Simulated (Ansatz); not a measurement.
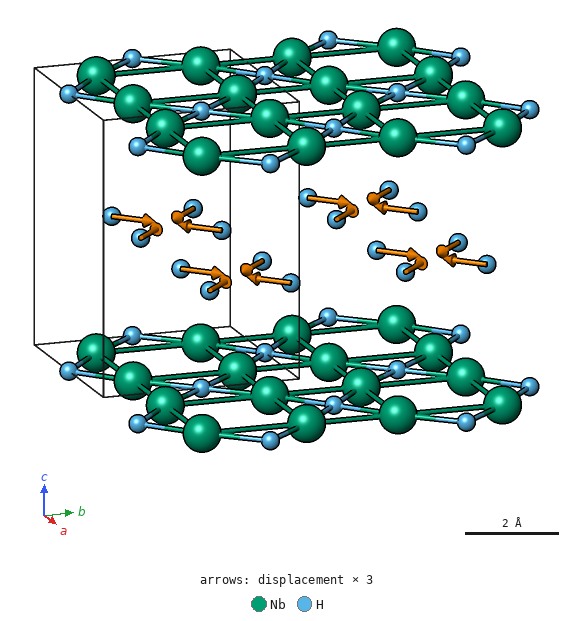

A relaxation of a crystal of Nb2H3 (a generated structure, set up in P4/mmm) (coarse preliminary run). The starting structure is drawn; orange arrows show the displacements (the part carried along by the change of the cell is left out), 3 times their true length.

The picture is a ball-and-stick view of the cell of the calculation, repeated 2 × 2 × 1 with one cell outlined, seen slightly off an axis.

These are results of DFT PBE, scalar-relativistic, plane waves, PAW in Ansatz, not measurements.

Input file:
```yaml
crystal:
  lattice:
    - [4.4738426, 0.0, 0.0]
    - [0.0, 4.4738426, 0.0]
    - [0.0, 0.0, 6.19521911]
  atoms:
    - { symbol: Nb, position: [0.23332878, 0.23332878, 0.0] }
    - { symbol: Nb, position: [0.76667122, 0.76667122, 0.0] }
    - { symbol: Nb, position: [0.76667122, 0.23332878, 0.0] }
    - { symbol: Nb, position: [0.23332878, 0.76667122, 0.0] }
    - { symbol: H, position: [0.29232206, 0.29232206, 0.5] }
    - { symbol: H, position: [0.70767794, 0.70767794, 0.5] }
    - { symbol: H, position: [0.70767794, 0.29232206, 0.5] }
    - { symbol: H, position: [0.29232206, 0.70767794, 0.5] }
    - { symbol: H, position: [0.0, 0.5, 0.0] }
    - { symbol: H, position: [0.5, 0.0, 0.0] }
basis:
  ecutwfc: 420
kpoints:
  mp_grid: { grid: [4, 4, 4] }
hamiltonian:
  xc: pbe
scf:
  occupations: { method: gaussian, width: 0.1 }
  lower_state_search: "off"
output:
  forces: true
  stress: true
  eigenvalues: true
relax:
  adjacent_minimum: "off"
  f_tol: 0.04
  max_steps: 70
  cell: { stress_tol: 0.4 }
```

Command:
```bash
ansatz run input.yaml --threads 1 --pin off --max-ram 2560MiB --backend cpu --events-out ev --progress --plain --runs-dir out
```

**What did the optimiser do to the structure, and how much energy did it gain?**

Over 16 accepted moves (18 points after the start) the energy falls by 2556 meV per atom. Largest force component: 5.5 eV/Å at the start, 0.021 eV/Å at the end. Pressure: 65.55 GPa at the start and 0.09 GPa at the end. The SCF was repeated twice at an unchanged geometry on a basis and grid sized afresh for the cell, which shifted the energy by 41.6 meV per atom at most. The largest moves relative to the cell, 0.35 Å, are those of H5, H6, H7 and H8. H6 goes along [−1 −1 0]. By element the largest moves are H 0.35 Å, Nb 0.05 Å. The volume changes by −12.6 %, with a = b 4.474 → 5.859 Å (+31.0 %), c 6.195 → 3.155 Å (−49.1 %). Among the contacts that change: Nb1–Nb1 6.195 → 3.155 Å, Nb1–H5 3.120 → 1.812 Å, Nb1–Nb2 3.171 → 4.160 Å, Nb1–Nb2 (another image) 2.953 → 3.769 Å. New bonds form: Nb1–H5 (3.12 → 1.81 Å), Nb2–H6 (3.12 → 1.81 Å), Nb3–H7 (3.12 → 1.81 Å), Nb4–H8 (3.12 → 1.81 Å). Bonds break: Nb1–Nb3 (2.39 → 3.19 Å), Nb1–Nb4 (2.39 → 3.19 Å), Nb2–Nb3 (2.39 → 3.19 Å), Nb2–Nb4 (2.39 → 3.19 Å). Bond angles that change, for instance: Nb1–H9–Nb3 82.4° → 79.7°, Nb1–H9–Nb4 97.6° → 100.3°, H9–Nb1–H10 172.4° → 169.7°. The space group stays P4/mmm (No. 123). The run took 100 s on 1 thread of Arm Neoverse V1 (shared host), peak memory 0.39 GiB.
